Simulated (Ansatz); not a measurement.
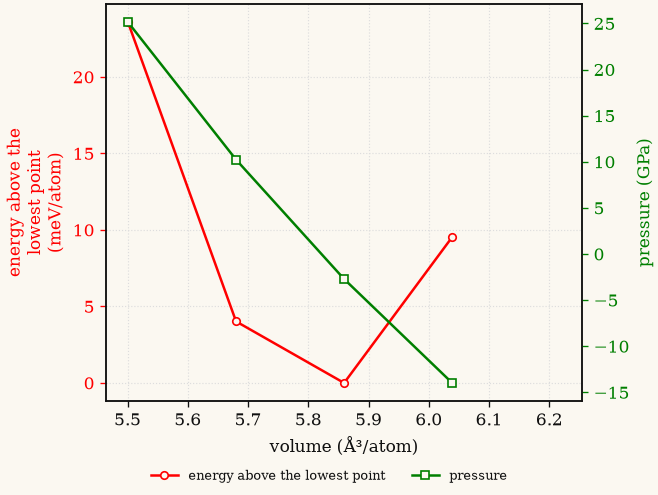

The picture above shows the energy above the lowest point and pressure against volume for BN, space group F-43m (No. 216) (one of a set of cubic test structures, which need not be the stable phase).

Method: equation of state of a cubic crystal from periodic Kohn-Sham density functional theory without spin, third-order Birch-Murnaghan fit to the free energies; pressure corrected for the finite basis (Ansatz 0.2.0 development build). Level: HSE06.

structure type zinc blende; atoms in cell 2; space group number 216; lattice centring face-centred primitive; k mesh 4×4×4; occupation method Fermi–Dirac; occupation width 0.05 eV; wave cutoff 420 eV; datasets soft-1 PAW; density tolerance 0 eV; bands 8; density cutoff ratio 4; search for lower states default; exchange singularity regularized.

The point at volume 6.2182 Å³/atom is left out of the plot. What does the calculation give there?

| volume (Å³/atom) | energy above the lowest point (meV/atom) | pressure (GPa) |
| --- | --- | --- |
| 6.2182 | 30.7 | −23.7 |

Note: coarse k-mesh, values are not converged in k.
